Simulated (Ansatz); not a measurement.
**Elastic-constant calculation, with input and output: TiCo$_{2}$ (part 2 of 2)**

The same run, continued: TiCo$_{2}$ (6 atoms in the cell); DFT LDA, scalar-relativistic, plane waves, PAW, no spin polarisation (Ansatz 0.2.0); cutoff 420 eV, 10×10×10 k-mesh, Fermi–Dirac smearing of 0.15 eV. The structure derives from an entry of the Crystallography Open Database. It belongs to a series of runs on one base structure; here: elastic constants, atoms clamped.

Geometry of the input (Å; fractional positions):
```
0.0000  3.2474  3.2474
3.2474  0.0000  3.2474
3.2474  3.2474  0.0000
Ti 0.5000  0.5000  0.5000
Ti 0.7500  0.7500  0.7500
Co 0.1250  0.1250  0.1250
Co 0.6250  0.1250  0.1250
Co 0.1250  0.1250  0.6250
Co 0.1250  0.6250  0.1250
```

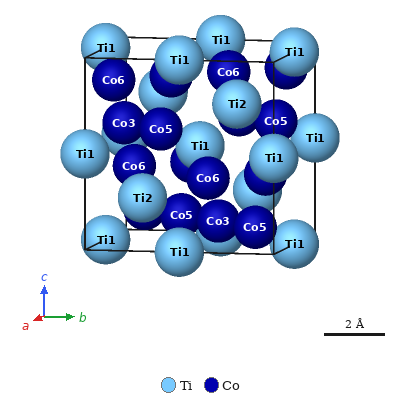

Fig. 1: The structure (spheres-only view of the cell 4 times as large as that of the calculation, set on its symmetry axes, seen slightly off an axis; atoms are numbered from 1 in the order of the input). An atom can appear more than once, as a periodic image.

**Log, continued**
```
SCF iter   1: F=—  HF=-25154.381902 eV  |F-HF|=—  |Δ(HF+E_count)|=         —  Δρ=6.08e-5  dr2=1.44e-7  ethr=1.52e-10  ⟨swp⟩=3.0  Hψ=45471  notcnv=0  defer=4
preconditioner: auto → Kerker (q_TF=auto, 2.866 Å⁻¹)  [metal: Δε(μ)=0.006 eV  Ē_g=11.945 eV  σ=0.150 eV  W_gap=0.01  n_scr=26 (ndim 8)  ℏωp=33.6 eV  f_vac=0.000  D(μ)=7.84/eV (n_scr^D=112)]
SCF iter   2: F=—  HF=-25154.381902 eV  |F-HF|=—  |Δ(HF+E_count)|=   7.03e-7  Δρ=3.01e-5  dr2=1.88e-8  ethr=1.52e-10  ⟨swp⟩=2.4  Hψ=13429  notcnv=0  defer=4
SCF iter   3: F=—  HF=-25154.381903 eV  |F-HF|=—  |Δ(HF+E_count)|=   2.44e-7  Δρ=5.99e-6  dr2=1.38e-9  ethr=2.05e-11  ⟨swp⟩=1.0  Hψ=10411  notcnv=0  defer=4
SCF iter   4: F=—  HF=-25154.381903 eV  |F-HF|=—  |Δ(HF+E_count)|=   9.77e-9  Δρ=8.58e-7  dr2=3.13e-10  ethr=1.50e-12  ⟨swp⟩=2.0  Hψ=13444  notcnv=0  defer=4
SCF iter   5: F=—  HF=-25154.381903 eV  |F-HF|=—  |Δ(HF+E_count)|=  3.27e-11  Δρ=3.47e-7  dr2=6.02e-11  ethr=3.40e-13 (applied; sched 1.00e-12)  ⟨swp⟩=1.0  Hψ=10413  notcnv=0  defer=16
SCF iter   6: F=—  HF=-25154.381903 eV  |F-HF|=—  |Δ(HF+E_count)|=    0.00e0  Δρ=1.01e-7  dr2=4.84e-12  ethr=6.55e-14 (applied; sched 1.00e-12)  ⟨swp⟩=2.5  Hψ=13621  notcnv=0  defer=19
SCF iter   7: F=—  HF=-25154.381903 eV  |F-HF|=—  |Δ(HF+E_count)|=  3.64e-12  Δρ=3.55e-8  dr2=7.64e-13  ethr=5.27e-15 (applied; sched 1.00e-12)  ⟨swp⟩=1.0  Hψ=10411  notcnv=0  defer=20
SCF iter   8: F=-25154.381903 eV  HF=-25154.381903 eV  |F-HF|=3.64e-12  |Δ(HF+E_count)|=  3.64e-12  Δρ=9.30e-9  dr2=3.98e-14  ethr=1.00e-12  ⟨swp⟩=3.0  Hψ=37193  notcnv=0
SCF 5 converged in 8 iterations: F = -25154.381903 eV  dr2 = 3.98e-14
  greatest PAW one-centre occupation: 1.001 electrons in one spin orbital (limit 2), on the Co atom at site 4 (counted from 0), in its partial waves of l = 1
SCF converged after 12 iterations
Free energy (F): -25154.382622 eV
Harris-Foulkes:  -25154.382622 eV  (|F-HF|=7.28e-12)
Internal energy: -25153.794007 eV  (E = F + TS)
E sigma→0 (E₀):  -25154.088314 eV
Entropy (-TS):   -0.588615 eV (-98.102 meV/atom)
Fermi energy:    18.632645 eV
--- Per-component energies (eV) ---
  E_band       = -1162.967916
  E_kinetic    = 2386.879198
  E_local      = -13777.813533  (includes V_loc(G=0)·N_el)
  E_nonlocal   = 1850.031416
  E_hartree    = 5876.120665
  E_xc         = -833.848757
  E_vxc        = -1074.944963  (∫ρ·V_xc dr)
  E_paw        = -7805.620478  (= ΣΔE_a)
  E_vpaw       = -2299.361709  (= ΣTr[D̂ρ^β])
  E_aug_tail   = 0.000343  (compensation charges beyond the density's cutoff)
  E_ewald      = -12851.867765
  E_core_change = 2.324903  (= ΣΔE_core)
  E_smearing   = -0.588615  (= −TS)
  E_closure    = 0.000000  (closes the sum)
  Σ components = -25154.382622   (vs F -25154.382622, Δ=0.00e0)
--- Forces (eV/Å), atoms counted from 1 ---
  atom   1  Ti    -0.00000000    -0.00000000     0.00000000
  atom   2  Ti    -0.00000000    -0.00000000     0.00000000
  atom   3  Co     0.00000000    -0.00000000    -0.00000000
  atom   4  Co     0.00000000    -0.00000000    -0.00000000
  atom   5  Co     0.00000000    -0.00000000     0.00000000
  atom   6  Co     0.00000000    -0.00000000    -0.00000000
  max |Σ_I F_I| component: 2.54e-17 eV/Å
--- Stress (GPa, compression-positive) ---
        0.000190      -0.000000      -0.000000
        0.000000       0.000190       0.000000
       -0.000000      -0.000000       0.000190
  P = ⅓ Tr σ = 0.0002 GPa (0.002 kbar)
--- Band table (eV; the first three rows and the last of 47) ---
  k-point 0: bands = ["-75.7172", "-75.6124", "-75.6124", "-75.6124", "-39.8758", "-39.5032", "-39.5032", "-39.5032", "-39.3704", "-39.3704", "-39.1650", "-39.1650", "-39.1650", "-39.1512", "-39.1512", "-39.1512", "-37.7339", "-37.6072", "-14.3856", "-14.3856", "-14.3856", "-14.1291", "-14.1291", "-14.1291", "10.1452", "13.4115", "14.2729", "14.2729", "14.2729", "15.2355", "15.2355", "15.2355", "15.5028", "15.5028", "17.1880", "17.1880", "17.7425", "17.7425", "17.7425", "17.8934", "17.8934", "17.8934", "17.9658", "17.9658", "18.0469", "18.0469", "18.0469", "19.5423", "19.5423", "19.5423", "19.7373", "19.7373", "19.7373", "20.1084", "21.4615", "21.4615", "24.7229", "24.7229", "24.7229", "27.4906", "27.4906"]
  k-point 1: bands = ["-75.7153", "-75.6143", "-75.6124", "-75.6124", "-39.8658", "-39.5019", "-39.4988", "-39.4988", "-39.3682", "-39.3682", "-39.1774", "-39.1677", "-39.1677", "-39.1552", "-39.1552", "-39.1512", "-37.7309", "-37.6095", "-14.3883", "-14.3883", "-14.3847", "-14.1310", "-14.1263", "-14.1263", "10.2671", "13.4647", "14.2954", "14.2993", "14.2993", "15.1638", "15.2667", "15.2667", "15.5287", "15.5287", "17.1136", "17.1136", "17.4996", "17.5761", "17.5761", "17.8361", "17.8361", "17.9506", "18.0282", "18.0282", "18.0408", "18.2356", "18.2356", "19.1688", "19.5344", "19.5344", "19.5423", "19.7289", "19.7289", "20.6385", "21.4286", "21.4286", "24.1061", "24.6634", "24.6634", "27.4096", "27.4096"]
  k-point 2: bands = ["-75.7099", "-75.6197", "-75.6124", "-75.6124", "-39.8382", "-39.4973", "-39.4872", "-39.4872", "-39.3607", "-39.3607", "-39.2124", "-39.1831", "-39.1831", "-39.1592", "-39.1592", "-39.1512", "-37.7226", "-37.6161", "-14.3950", "-14.3950", "-14.3832", "-14.1349", "-14.1193", "-14.1193", "10.6225", "13.5946", "14.3601", "14.3727", "14.3727", "14.9755", "15.3587", "15.3587", "15.6072", "15.6072", "16.9436", "16.9436", "17.0352", "17.2140", "17.2140", "17.7788", "17.8969", "17.8969", "18.0248", "18.1004", "18.1004", "18.5084", "18.5084", "18.6173", "19.3888", "19.3888", "19.5423", "19.8150", "19.8150", "21.2666", "21.3627", "21.3627", "23.0152", "24.4188", "24.4188", "27.0285", "27.0285"]
  k-point 46: bands = ["-75.6649", "-75.6649", "-75.6125", "-75.6125", "-39.6189", "-39.6189", "-39.3996", "-39.3996", "-39.3296", "-39.3296", "-39.2953", "-39.2953", "-39.2174", "-39.2174", "-39.1858", "-39.1858", "-37.6661", "-37.6661", "-14.4438", "-14.4438", "-14.2591", "-14.2591", "-14.0735", "-14.0735", "13.4249", "13.4249", "14.4642", "14.4642", "15.2755", "15.2755", "15.3993", "15.3993", "15.6159", "15.6159", "16.0084", "16.0084", "16.4955", "16.4955", "16.6513", "16.6513", "17.0676", "17.0676", "17.5893", "17.5893", "18.3942", "18.3942", "18.9433", "18.9433", "19.5601", "19.5601", "19.9326", "19.9326", "20.9225", "20.9225", "21.0853", "21.0853", "21.2690", "21.2690", "25.1261", "25.1261", "28.4899"]
--- Elastic constants: 2 strain directions × 2 members + reference (group order 48) ---
  dense FFT box of the reference and of every strained cell: 32×32×32
  strains applied: 11, 23; error gains: componentwise 1.00 (the most a stress slope's error grows in a printed constant), spectral 1.73 (1 for all six strains in a standard setting)
  C = ∂σ_k/∂η_j (tension-positive GPa; Voigt order 11 22 33 23 13 12):
       370.884    182.868    182.868      0.000      0.000     -0.000
       182.868    370.884    182.868     -0.000      0.000      0.000
       182.868    182.868    370.884      0.000     -0.000     -0.000
         0.000     -0.000     -0.000    143.848     -0.000      0.000
         0.000      0.000     -0.000      0.000    143.848      0.000
        -0.000      0.000      0.000     -0.000      0.000    143.848
  reference stress σ⁰ (GPa):     -0.000     -0.000     -0.000     -0.000      0.000     -0.000
  C* (energy form; C + prestress term) asymmetry max|C*_kj − C*_jk| = 2.842e-14 GPa — a small one proves nothing (zero by symmetry where the batch's group is 432, −43m or m−3m); a large one is finite-difference/SCF noise where every solve meets its electron count
  moduli (Voigt/Reuss/Hill, GPa): K = 245.54/245.54/245.54   G = 123.91/118.68/121.30   E = 312.44   ν = 0.288
  mechanically stable: yes (min eigenvalue of sym C = 143.85 GPa)
  strain η (Voigt 11):  stress-route row diagonal C_11 = 370.88 GPa, energy-path curvature d²(F+E_count+ΔE)/dδ²/Ω₀ = 371.09 GPa
         δ    σ_11 (GPa)             F (eV)   n_scf  n_hpsi   n_pw
    -5.000e-3      -1.8835      -25154.3806558      11  133928   1363
     5.000e-3       1.8253      -25154.3806996       8   90671   1363
  strain η (Voigt 23):  stress-route row diagonal C_44 = 143.85 GPa, energy-path curvature d²(F+E_count+ΔE)/dδ²/Ω₀ = 144.00 GPa
         δ    σ_23 (GPa)             F (eV)   n_scf  n_hpsi   n_pw
    -5.000e-3      -0.7192      -25154.3819027      11  198008   1363
     5.000e-3       0.7192      -25154.3819027       8  157107   1363
```

**File elastic.tsv**
```
# convention: tension-positive GPa; Voigt order 11 22 33 23 13 12; engineering shear strains; stresses and constants hold the Pulay correction, whose part of sigma0, of c and of each member's stress the lines and columns named pulay_correction_..._gpa give (of c_energy it is that of c and, on the columns of strains 1 to 3, that of sigma0; of a layer's constants it is that of c in the plane, times a tenth of its plane spacing in ang); where a line pulay_correction_withheld stands none holds it
# sigma0_gpa = -1.9003283792e-4 -1.9003283792e-4 -1.9003283792e-4 -1.3896667098e-16 9.2644447322e-17 -4.6322223661e-17
# pulay_correction_sigma0_gpa = -2.0530885490e-1 -2.0530885490e-1 -2.0530885490e-1 4.5236546544e-20 -9.0473093088e-20 -4.5236546544e-20
# c_energy_asymmetry_gpa = 2.8421709430e-14
# group_order = 48
# error_gain_componentwise = 1.0000000000e0	error_gain_spectral = 1.7320508076e0
# k_voigt_gpa = 2.4553979559e2	k_reuss_gpa = 2.4553979559e2	k_hill_gpa = 2.4553979559e2
# g_voigt_gpa = 1.2391206555e2	g_reuss_gpa = 1.1868002116e2	g_hill_gpa = 1.2129604336e2
# youngs_gpa = 3.1243994665e2	poisson = 2.8792307651e-1
# min_eigenvalue_gpa = 1.4384797367e2	stable = true
# k	c_k1_gpa	c_k2_gpa	c_k3_gpa	c_k4_gpa	c_k5_gpa	c_k6_gpa	c_energy_k1_gpa	c_energy_k2_gpa	c_energy_k3_gpa	c_energy_k4_gpa	c_energy_k5_gpa	c_energy_k6_gpa	pulay_correction_c_k1_gpa	pulay_correction_c_k2_gpa	pulay_correction_c_k3_gpa	pulay_correction_c_k4_gpa	pulay_correction_c_k5_gpa	pulay_correction_c_k6_gpa
1	3.7088406675e2	1.8286766001e2	1.8286766001e2	8.6934519157e-70	4.2351647363e-22	-1.2705494209e-21	3.7088387672e2	1.8286746998e2	1.8286746998e2	8.6934519157e-70	4.2351647363e-22	-1.2705494209e-21	4.4374559662e-1	3.1947959166e-1	3.1947959166e-1	1.3583518618e-71	1.9852334701e-23	-1.9852334701e-23
2	1.8286766001e2	3.7088406675e2	1.8286766001e2	-8.6934519157e-70	4.2351647363e-22	1.2705494209e-21	1.8286746998e2	3.7088387672e2	1.8286746998e2	-8.6934519157e-70	4.2351647363e-22	1.2705494209e-21	3.1947959166e-1	4.4374559662e-1	3.1947959166e-1	-1.3583518618e-71	6.6174449004e-24	1.9852334701e-23
3	1.8286766001e2	1.8286766001e2	3.7088406675e2	8.6934519157e-70	-4.2351647363e-22	-1.2705494209e-21	1.8286746998e2	1.8286746998e2	3.7088387672e2	8.6934519157e-70	-4.2351647363e-22	-1.2705494209e-21	3.1947959166e-1	3.1947959166e-1	4.4374559662e-1	1.3583518618e-71	-1.9852334701e-23	-1.9852334701e-23
4	2.3665827157e-30	-1.7502230469e-61	-1.7502230469e-61	1.4384797367e2	-6.3108872418e-30	1.1832913578e-30	-1.3896667098e-16	-1.3896667098e-16	-1.3896667098e-16	1.4384797367e2	-6.3108872418e-30	1.1832913578e-30	-1.0592614694e-33	7.8338433903e-65	7.8338433903e-65	1.0121806284e-2	-1.5407439555e-33	1.9259299444e-34
5	5.9630623577e-62	1.9876874526e-62	-8.0630182154e-31	6.3108872418e-30	1.4384797367e2	6.8931635746e-31	9.2644447322e-17	9.2644447322e-17	9.2644447322e-17	6.3108872418e-30	1.4384797367e2	6.8931635746e-31	-9.6296497219e-35	-1.9259299444e-34	1.5386149374e-33	1.4444474583e-33	1.0121806284e-2	-5.7990174120e-35
6	-6.2760056420e-30	6.2760054091e-30	1.5777218104e-30	-9.8424777635e-47	1.9721522631e-31	1.4384797367e2	-4.6322223661e-17	-4.6322223661e-17	-4.6322223661e-17	-9.8424777635e-47	1.9721522631e-31	1.4384797367e2	-1.5322313206e-33	-1.5492600279e-33	-3.4211388289e-49	-4.8148248610e-35	-9.6296497219e-35	1.0121806284e-2
```

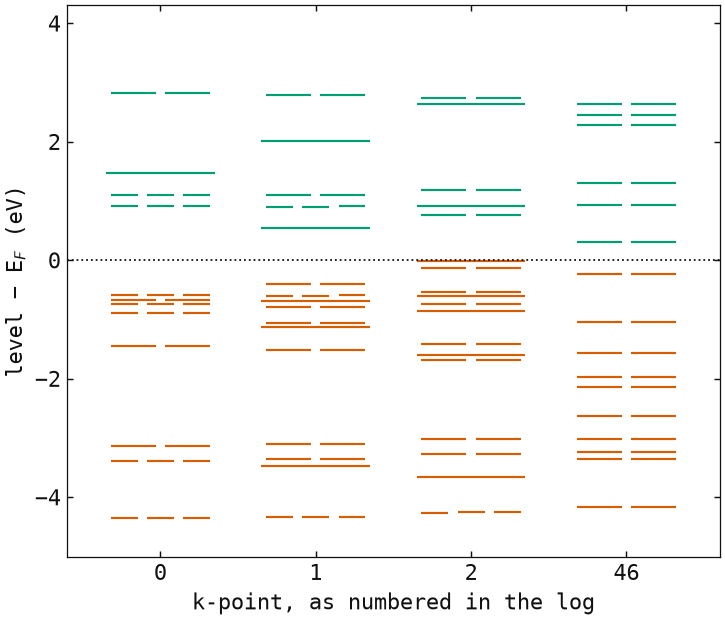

Fig. 2: Kohn–Sham levels near the Fermi level (dotted) at the few k-points that the log prints; levels within 0.02 eV of each other stand side by side. The system is metallic on the full mesh.

**Results in brief**

```tsv
quantity	value
outcome	converged
space group (tolerance 0.01 Å)	Fd-3m (227)
electrons treated	92
free energy	−25154.3826 eV
Fermi energy	18.633 eV
gap on the k-point mesh	none (metallic)
pressure	0.00 GPa
bulk modulus (Hill)	245.5 GPa
shear modulus (Hill)	121.3 GPa
largest force (length of the vector)	under 0.001 eV/Å
elastic stability	stable
wall time	2.7 min (CPU time 5.1 min)
peak memory	0.85 GiB
```

**Remarks**

Results for this metal are sensitive to the k-point mesh. The run has no spin polarisation, so a magnetic state may lie lower.
